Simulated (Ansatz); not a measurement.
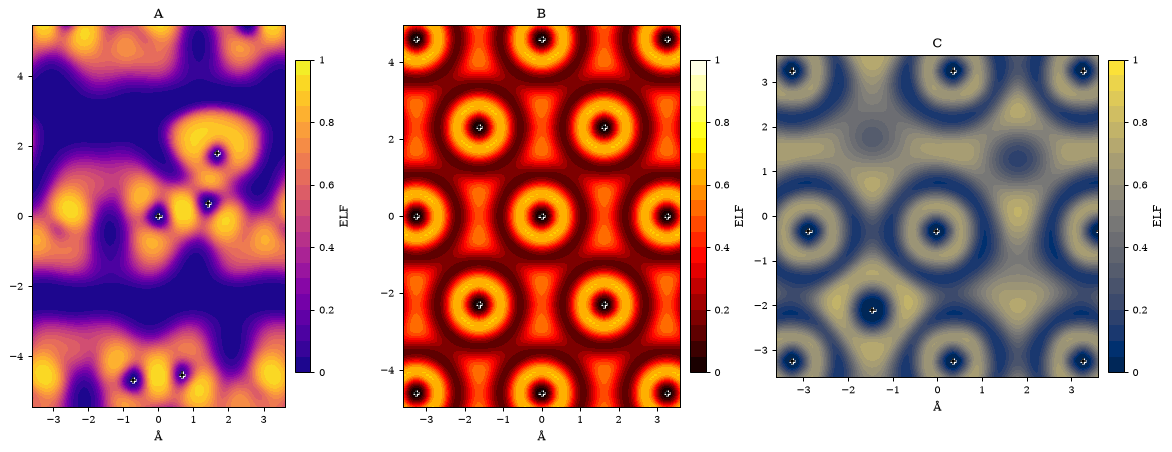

The ELF of 3 systems, each on a plane through atoms (crosses mark nuclei in the plane).

These are results of Ansatz 0.2.0, DFT PBE, scalar-relativistic, plane waves, PAW, not measurements.

System 1: Ti16B (cell with a defect), the (001) plane of the calculation cell. Computed without spin polarisation.

System 2: C28N (cell with a defect), the (101̄) plane of the calculation cell. Computed without spin polarisation.

```
C N
1.0
     6.16633    2.13608    0.00000
    -1.23327   -6.40824    0.00000
     0.00000    0.00000   -8.46545
C N
28 1
Direct
  0.15040 0.72764 0.77295
  0.57911 0.87049 0.77292
  0.29336 0.44191 0.77263
  0.00756 0.01324 0.77397
  0.72202 0.58483 0.77313
  0.43615 0.15616 0.77263
  0.86474 0.29893 0.77286
  0.14067 0.69549 0.22493
  0.56530 0.83813 0.22809
  0.28353 0.41014 0.22278
  0.00654 0.98709 0.26247
  0.70880 0.54484 0.23023
  0.42699 0.12084 0.22031
  0.85675 0.26746 0.22738
  0.10283 0.48953 0.77264
  0.53150 0.63241 0.77276
  0.24557 0.20366 0.77312
  0.96003 0.77531 0.77367
  0.67432 0.34671 0.77266
  0.38860 0.91805 0.77268
  0.81720 0.06091 0.77339
  0.33082 0.64910 0.22024
  0.75112 0.78270 0.26214
  0.47429 0.35978 0.22278
  0.19247 0.93178 0.22839
  0.90114 0.50246 0.22736
  0.61717 0.07447 0.22485
  0.04905 0.22504 0.23049
  0.87830 0.88476 0.40908
```

System 3: Ti, the (110) plane of the conventional cell. Space group Im-3m; computed without spin polarisation.

```xyz
2
Lattice="3.2555 0.0000 0.0000 0.0000 3.2555 0.0000 0.0000 0.0000 3.2555" Properties=species:S:1:pos:R:3 pbc="T T T"
Ti    0.0000    0.0000    0.0000
Ti    1.6278    1.6278    1.6278
```

Match each panel to its system.

Panel A is system 2, C28N: the plane holds C and N. C–C (1.42 Å): the ELF peaks at about 0.95 between the atoms. Panel B is system 3, Ti: the plane holds Ti. Ti–Ti (2.82 Å): the ELF is about 0.15 at the midpoint: no localised pair shows between them. Panel C is system 1, Ti16B: the plane holds Ti and B. Ti–B (2.14 Å): the ELF peaks at about 0.65 in the valence shell of B, 0.7 Å from its nucleus, and is about 0.25 at the midpoint.
